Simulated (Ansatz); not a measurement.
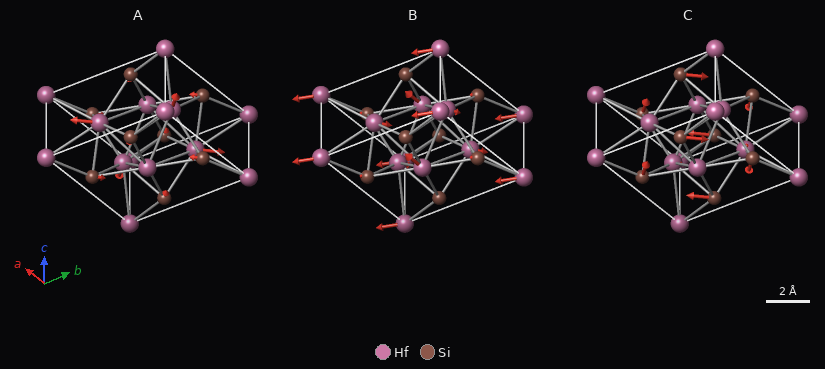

Modes of a crystal of Hf3Si2, space group P4/mbm (No. 127), at the zone centre (one member of each degenerate set). Displacements are drawn as red arrows; their common scale and sign are arbitrary. Style: ball-and-stick. Shown: the cell of the calculation, from a free direction.

Method: Ansatz 0.2.0, DFT LDA, scalar-relativistic, plane waves, PAW.

The frequencies depend somewhat on the k-mesh and the smearing.

Which are infrared-active and which Raman-active?

Answer. A is A₂g, silent by symmetry (neither infrared- nor Raman-active) (119 cm⁻¹). B is E_u, infrared-active by symmetry (151 cm⁻¹). C is A₁g, Raman-active by symmetry (411 cm⁻¹). The crystal has a centre of inversion, so no mode is both. In a metal the free carriers screen the infrared response.
